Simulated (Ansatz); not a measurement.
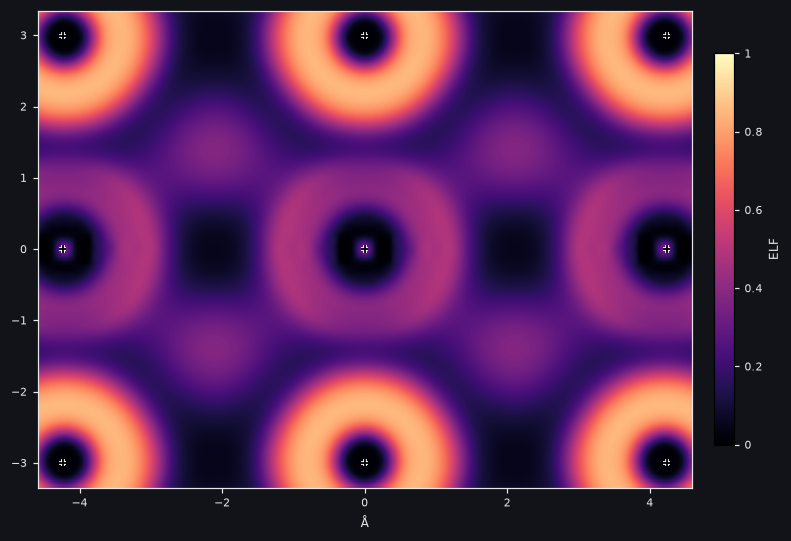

The ELF on a plane through atoms (crosses mark nuclei in the plane).

All numbers below come from DFT r2SCAN, scalar-relativistic, plane waves, PAW (Ansatz).

Candidates:
A. Ge$_{3}$S, a = 4.24 Å, b = 4.24 Å, c = 4.24 Å, α = 90.00°, β = 90.00°, γ = 90.00°. Space group Pm-3m; started from the Cu3Au (L1_2)_221 prototype, which need not be the ambient phase.
B. HPd$_{16}$ (cell with a defect), a = 6.77 Å, b = 6.77 Å, c = 6.77 Å, α = 109.47°, β = 109.47°, γ = 109.47°. Computed without spin polarisation.
C. TiO, a = 2.62 Å, b = 2.62 Å, c = 2.62 Å, α = 90.00°, β = 90.00°, γ = 90.00°. Space group Pm-3m; started from the caesium chloride_221 prototype, which need not be the ambient phase; computed without spin polarisation.

### Which candidate gave the map?

Candidate A: Ge$_{3}$S on the (110) plane of the conventional cell, which holds Ge and S. Ge–S (3.00 Å): the ELF peaks at about 0.85 in the valence shell of S, 0.8 Å from its nucleus, and drops to about 0.25 between the two atoms.
